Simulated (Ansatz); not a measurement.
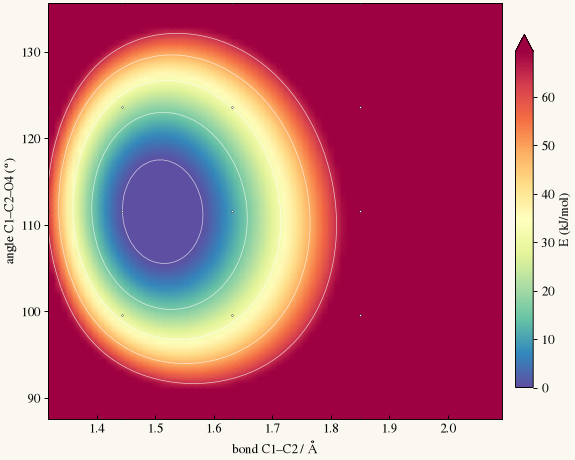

C₂H₄O₂, SMILES CC(=O)O. 
- Two internal coordinates are moved rigidly from the geometry relaxed at PBE0-D4/def2-TZVP, all others fixed.
- First axis: bond C1–C2. Second axis: angle C1–C2–O4.
- Grid: 5 × 5 points.
- Points are written as (first, second).
- Energies are in kJ/mol, from the lowest grid point.
- All numbers below come from RKS PBE-D4/def2-TZVPP in Ansatz 0.2.0.

In the figure: a smooth colour map with a few white contour lines, dots at the grid points, one colour for all values above the top of the scale. Between grid points the surface is interpolated.

Q: Where is the minimum, and how stiff is the well along each coordinate?

A: The interpolated minimum is at bond C1–C2 ≈ 1.510 Å, angle C1–C2–O4 ≈ 111.4°. The curvatures there are about 29 eV/Å² and 11 eV/rad², with a cross term of about 0.8 eV/(Å·rad). Round the minimum the two coordinates are nearly uncoupled. (1 eV is 96.5 kJ/mol.)
